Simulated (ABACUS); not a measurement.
# Band-structure run of HfO$_{2}$ (part 2 of 2)

Continued. System: HfO$_{2}$ (6 atoms in the cell). Method: Kohn-Sham DFT of a periodic cell, r2SCAN, SG15 ONCV 1.2 PBE, no spin polarisation (ABACUS 3.10.1); cutoff 1319.75 eV, 5×5×3 k-mesh, fermi-dirac of 0.05 eV. The structure derives from a Materials Project entry.

Geometry of the input (Å; fractional positions):
```
3.5580  0.0000  0.0000
0.0000  3.5580  0.0000
0.0000  0.0000  5.1719
Hf 0.0000  0.0000  0.0000
Hf 0.5000  0.5000  0.5000
O  0.0000  0.5000  0.1972
O  0.5000  0.0000  0.3028
O  0.5000  0.0000  0.8028
O  0.0000  0.5000  0.6972
```

## What the program printed, continued
```
----------------------------------------------------------
 E_KohnSham     -1021.2133137474     -13894.3199404264
 E_Harris       -1021.1575458797     -13893.5611796603
 E_Fermi        1.3983413733         19.0254104263
----------------------------------------------------------

 PW ALGORITHM --------------- ION=   1  ELEC=   6--------------------------------

 Density error is 6.89235587475e-06
                          Error Threshold = 7.91450820293e-07
----------------------------------------------------------
     Energy           Rydberg                 eV
----------------------------------------------------------
 E_KohnSham     -1021.2134189949     -13894.3213723925
 E_Harris       -1021.1868742752     -13893.9602129517
 E_Fermi        1.3987458524         19.0309136460
----------------------------------------------------------

 PW ALGORITHM --------------- ION=   1  ELEC=   7--------------------------------

 Density error is 1.02732497413e-06
                          Error Threshold = 9.06888930888e-09
----------------------------------------------------------
     Energy           Rydberg                 eV
----------------------------------------------------------
 E_KohnSham     -1021.2134221243     -13894.3214149702
 E_Harris       -1021.2241269035     -13894.4670609630
 E_Fermi        1.3991136666         19.0359180150
----------------------------------------------------------

 PW ALGORITHM --------------- ION=   1  ELEC=   8--------------------------------

 Density error is 1.21726647715e-07
                          Error Threshold = 1.35174338701e-09
----------------------------------------------------------
     Energy           Rydberg                 eV
----------------------------------------------------------
 E_KohnSham     -1021.2134222217     -13894.3214162944
 E_Harris       -1021.2108419491     -13894.2863098851
 E_Fermi        1.3990419921         19.0349428338
----------------------------------------------------------

 PW ALGORITHM --------------- ION=   1  ELEC=   9--------------------------------

 Density error is 5.77996287293e-09
                          Error Threshold = 1.6016664173e-10
----------------------------------------------------------
     Energy           Rydberg                 eV
----------------------------------------------------------
 E_KohnSham     -1021.2134222301     -13894.3214164090
 E_KS(sigma->0) -1021.2134222301     -13894.3214164090
 E_Harris       -1021.2138292358     -13894.3269540059
 E_band         18.5500059520        252.3857788813
 E_one_elec     -331.5272522881      -4510.6596734011
 E_Hartree      246.1958246721       3349.6660393498
 E_xc           -103.3063298952      -1405.5547260420
 E_Ewald        -832.5756647190      -11327.7730563155
 E_entropy(-TS) -0.0000000000        -0.0000000000
 E_descf        0.0000000000         0.0000000000
 E_exx          0.0000000000         0.0000000000
 E_Fermi        1.3990592945         19.0351782454
----------------------------------------------------------

 charge density convergence is achieved
 final etot is -13894.321416 eV
 EFERMI = 19.035178245 eV
The vacuum level is 17.348844314 eV

 STATE ENERGY(eV) AND OCCUPATIONS    NSPIN == 1
 1/12 kpoint (Cartesian) = 0.0000 0.0000 0.0000 (1783 pws)
       1       -44.8183      0.0266667
       2       -44.8017      0.0266667
       3       -13.2811      0.0266667
       4       -12.9011      0.0266667
       5       -12.9011      0.0266667
       6       -12.8674      0.0266667
       7       -12.7986      0.0266667
       8       -12.7986      0.0266667
       9       -1.72961      0.0266667
      10      -0.180791      0.0266667
      11       0.116554      0.0266667
      12       0.647473      0.0266667
      13        8.01956      0.0266667
      14        8.04232      0.0266667
      15        8.04232      0.0266667
      16        8.05448      0.0266667
      17        8.05448      0.0266667
      18        8.09209      0.0266667
      19        8.11721      0.0266667
      20        8.14615      0.0266667
      21        8.14648      0.0266667
      22        8.14648      0.0266667
      23        8.15554      0.0266667
      24        8.16569      0.0266667
      25        8.16569      0.0266667
      26        8.35239      0.0266667
      27        12.1158      0.0266667
      28        12.6158      0.0266667
      29        12.8148      0.0266667
      30        12.8148      0.0266667
      31        14.7703      0.0266667
      32        14.7703      0.0266667
      33        16.1000      0.0266667
      34        16.1000      0.0266667
      35        16.8076      0.0266667
      36        17.3574      0.0266667
      37        17.4370      0.0266667
      38        17.4370      0.0266667
      39        22.3794    2.39056e-31
      40        22.5258    1.27849e-32
      41        23.6867    1.05549e-42
      42        23.7193    5.49690e-43
      43        24.6447    5.03350e-51
      44        25.3078    8.76227e-57
      45        26.7243    4.35218e-69
      46        26.7243    4.35218e-69
      47        28.5774    3.49173e-85
      48        28.5774    3.49173e-85
      49        29.0794        0.00000
      50        32.0884        0.00000
      51        32.1121        0.00000
      52        33.2134        0.00000

 2/12 kpoint (Cartesian) = 0.056211 0.0000 0.0000 (1783 pws)
       1       -44.8148       0.106667
       2       -44.8014       0.106667
       3       -13.2275       0.106667
       4       -13.0000       0.106667
       5       -12.9129       0.106667
       6       -12.8871       0.106667
       7       -12.8834       0.106667
       8       -12.8041       0.106667
       9       -1.39462       0.106667
      10      -0.114896       0.106667
      11       0.103707       0.106667
      12       0.529610       0.106667
      13        8.01099       0.106667
      14        8.04574       0.106667
      15        8.04636       0.106667
      16        8.05545       0.106667
      17        8.06854       0.106667
      18        8.07999       0.106667
      19        8.11509       0.106667
      20        8.13376       0.106667
      21        8.13600       0.106667
      22        8.14708       0.106667
      23        8.15761       0.106667
      24        8.15825       0.106667
      25        8.16821       0.106667
      26        8.29968       0.106667
      27        12.1249       0.106667
      28        12.7784       0.106667
      29        13.0919       0.106667
      30        13.8106       0.106667
      31        14.3519       0.106667
      32        14.7970       0.106667
      33        15.7455       0.106667
      34        15.8314       0.106667
      35        16.7482       0.106667
      36        16.7708       0.106667
      37        17.2359       0.106667
      38        17.4157       0.106667
      39        22.8415    9.26043e-35
      40        22.9815    5.63613e-36
      41        23.4413    5.70870e-40
      42        23.7401    1.45033e-42
      43        25.4733    1.28027e-57
      44        25.5415    3.27515e-58
      45        26.1472    1.79210e-63
      46        26.7810    5.60524e-69
      47        27.6362    2.09179e-76
      48        28.3720    8.49247e-83
      49        28.6045    8.12459e-85
      50        31.2962        0.00000
      51        32.2568        0.00000
      52        33.3934        0.00000

 3/12 kpoint (Cartesian) = 0.11242 0.0000 0.0000 (1805 pws)
       1       -44.8076       0.106667
       2       -44.8024       0.106667
       3       -13.1370       0.106667
       4       -13.1301       0.106667
       5       -13.0679       0.106667
       6       -12.9598       0.106667
       7       -12.8545       0.106667
       8       -12.8228       0.106667
       9      -0.709426       0.106667
      10      -0.223306       0.106667
      11       0.149911       0.106667
      12       0.331020       0.106667
      13        8.01479       0.106667
      14        8.04071       0.106667
      15        8.05345       0.106667
      16        8.05643       0.106667
      17        8.06811       0.106667
      18        8.07731       0.106667
      19        8.11321       0.106667
      20        8.11948       0.106667
      21        8.12463       0.106667
      22        8.12496       0.106667
      23        8.16666       0.106667
      24        8.16932       0.106667
      25        8.17231       0.106667
      26        8.20836       0.106667
      27        12.7934       0.106667
      28        12.9582       0.106667
      29        13.8516       0.106667
      30        13.9376       0.106667
      31        14.8671       0.106667
      32        14.9270       0.106667
      33        15.0145       0.106667
      34        15.4585       0.106667
      35        15.6673       0.106667
      36        16.4576       0.106667
      37        17.2433       0.106667
      38        17.4042       0.106667
      39        22.8230    1.34098e-34
      40        22.9157    2.09838e-35
      41        23.6774    5.08214e-42
      42        23.8021    4.19585e-43
      43        25.0251    1.00062e-53
      44        25.7211    9.01146e-60
      45        26.5953    2.29792e-67
      46        26.9464    2.05132e-70
      47        27.1007    9.37779e-72
      48        27.7731    1.35442e-77
      49        29.0282    1.69587e-88
      50        30.3141        0.00000
      51        31.6669        0.00000
      52        32.2858        0.00000

 4/12 kpoint (Cartesian) = 0.056211 0.056211 0.0000 (1779 pws)
       1       -44.8116       0.106667
       2       -44.8007       0.106667
       3       -13.1800       0.106667
       4       -13.0422       0.106667
       5       -12.9757       0.106667
       6       -12.9314       0.106667
       7       -12.8923       0.106667
       8       -12.8550       0.106667
       9       -1.07013       0.106667
      10   -0.000494219       0.106667
      11      0.0762710       0.106667
      12       0.409683       0.106667
      13        8.00856       0.106667
      14        8.04704       0.106667
      15        8.04963       0.106667
      16        8.05751       0.106667
      17        8.07298       0.106667
      18        8.07495       0.106667
      19        8.11259       0.106667
      20        8.12560       0.106667
      21        8.13292       0.106667
      22        8.15034       0.106667
      23        8.15387       0.106667
      24        8.15387       0.106667
      25        8.15990       0.106667
      26        8.25638       0.106667
      27        12.3793       0.106667
      28        13.0207       0.106667
      29        13.2535       0.106667
      30        13.5213       0.106667
      31        14.6643       0.106667
      32        14.7137       0.106667
      33        15.1671       0.106667
      34        15.6216       0.106667
      35        16.4935       0.106667
      36        17.1444       0.106667
      37        17.3675       0.106667
      38        17.4558       0.106667
      39        23.1595    1.60032e-37
      40        23.1893    8.82145e-38
      41        23.4692    3.26967e-40
      42        23.6168    1.70747e-41
      43        25.6527    3.54188e-59
      44        25.6537    3.46683e-59
      45        26.0648    9.31474e-63
      46        26.8137    2.91589e-69
      47        27.2794    2.62582e-73
      48        27.6678    1.11244e-76
      49        28.0802    2.91109e-80
      50        31.3214        0.00000
      51        33.1084        0.00000
      52        33.3893        0.00000

 5/12 kpoint (Cartesian) = 0.11242 0.056211 0.0000 (1793 pws)
       1       -44.8052       0.213333
       2       -44.8010       0.213333
       3       -13.1630       0.213333
       4       -13.1429       0.213333
       5       -13.0635       0.213333
       6       -12.9618       0.213333
       7       -12.9094       0.213333
       8       -12.8853       0.213333
       9      -0.424437       0.213333
      10     -0.0238737       0.213333
      11      0.0885985       0.213333
      12       0.240109       0.213333
      13        8.01428       0.213333
      14        8.03653       0.213333
      15        8.05640       0.213333
      16        8.06081       0.213333
      17        8.07061       0.213333
      18        8.07796       0.213333
      19        8.10896       0.213333
      20        8.11365       0.213333
      21        8.12763       0.213333
      22        8.13318       0.213333
      23        8.14394       0.213333
      24        8.16282       0.213333
      25        8.16882       0.213333
      26        8.18667       0.213333
      27        12.8977       0.213333
      28        13.1485       0.213333
      29        13.2065       0.213333
      30        13.6712       0.213333
      31        13.9148       0.213333
      32        14.8692       0.213333
      33        15.5232       0.213333
      34        16.1192       0.213333
      35        16.2556       0.213333
      36        16.9601       0.213333
      37        17.1637       0.213333
      38        17.3561       0.213333
      39        23.1660    2.81060e-37
      40        23.2156    1.04347e-37
      41        23.5319    1.86749e-40
      42        23.5873    6.16507e-41
      43        25.1120    3.51817e-54
      44        25.7114    2.18745e-59
      45        26.2498    4.61299e-64
      46        26.5062    2.73296e-66
      47        26.9696    2.58193e-70
      48        27.1196    1.28446e-71
      49        29.0163    4.30898e-88
      50        30.8680        0.00000
      51        32.5434        0.00000
      52        32.7727        0.00000

 6/12 kpoint (Cartesian) = 0.11242 0.11242 0.0000 (1778 pws)
       1       -44.8009       0.106667
       2       -44.7991       0.106667
       3       -13.2451       0.106667
       4       -13.2367       0.106667
       5       -13.0116       0.106667
       6       -12.9755       0.106667
       7       -12.9496       0.106667
       8       -12.9448       0.106667
       9    0.000124280       0.106667
      10      0.0453731       0.106667
      11       0.102912       0.106667
      12       0.277442       0.106667
      13        8.01643       0.106667
      14        8.02595       0.106667
      15        8.06689       0.106667
      16        8.07049       0.106667
      17        8.07452       0.106667
      18        8.07742       0.106667
      19        8.10360       0.106667
      20        8.10544       0.106667
      21        8.11460       0.106667
      22        8.11528       0.106667
      23        8.13772       0.106667
      24        8.14352       0.106667
      25        8.17220       0.106667
      26        8.17838       0.106667
      27        11.9766       0.106667
      28        12.1478       0.106667
      29        14.1186       0.106667
      30        14.1604       0.106667
      31        14.2501       0.106667
      32        14.7193       0.106667
      33        16.0309       0.106667
      34        16.5809       0.106667
      35        16.7157       0.106667
      36        16.8530       0.106667
      37        17.0390       0.106667
      38        17.1367       0.106667
      39        23.3079    8.23700e-39
      40        23.4450    5.31157e-40
      41        23.6296    1.32150e-41
      42        23.6560    7.80216e-42
      43        24.9321    6.43305e-53
      44        25.5747    1.68551e-58
      45        25.6117    8.03626e-59
      46        25.6429    4.30662e-59
      47        26.5750    3.45112e-67
      48        26.9813    1.02066e-70
      49        30.2362        0.00000
      50        32.3315        0.00000
      51        33.1531        0.00000
      52        33.6937        0.00000

[... levels at 6 further k points ...]

------------------------------------------------------------------------------------------
 TOTAL-FORCE (eV/Angstrom)
------------------------------------------------------------------------------------------
                       Hf1         0.0000000000         0.0000000000         0.0000000000
                       Hf2         0.0000000000         0.0000000000         0.0000000000
                        O1         0.0000000000         0.0000000000        -0.0988841609
                        O2         0.0000000000         0.0000000000         0.0988841609
                        O3         0.0000000000         0.0000000000         0.0988841609
                        O4         0.0000000000         0.0000000000        -0.0988841609
------------------------------------------------------------------------------------------

----------------------------------------------------------------
 TOTAL-STRESS (KBAR)
----------------------------------------------------------------
       -32.2721498398         0.0000000000         0.0000000000
         0.0000000000       -32.2721498398         0.0000000000
         0.0000000000         0.0000000000       -27.9383810740
----------------------------------------------------------------
 TOTAL-PRESSURE: -30.827560 KBAR

 --------------------------------------------
 !FINAL_ETOT_IS -13894.3214164089640690 eV
 --------------------------------------------
```

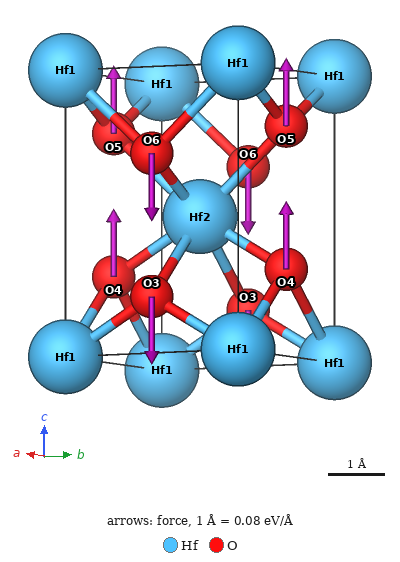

**Figure 1.** Forces on the atoms as pink arrows (ball-and-stick view of the cell of the calculation, seen at an oblique angle; atoms are numbered from 1 in the order of the input). The largest act on all 4 O atoms (0.10 eV/Å). The geometry is not a stationary point of this energy.

## Summary

```tsv
quantity	value
outcome	converged
space group (tolerance 0.01 Å)	P4₂/nmc (137)
electrons treated	76
free energy	−13894.3214 eV
Fermi energy	19.035 eV
gap on the k-point mesh	4.89 eV
pressure	−3.08 GPa
largest force (length of the vector)	0.099 eV/Å
wall time	87 s (CPU time 5.8 min)
peak memory	0.44 GiB
```

## Remarks

Spin–orbit coupling is left out, which matters for Hf.
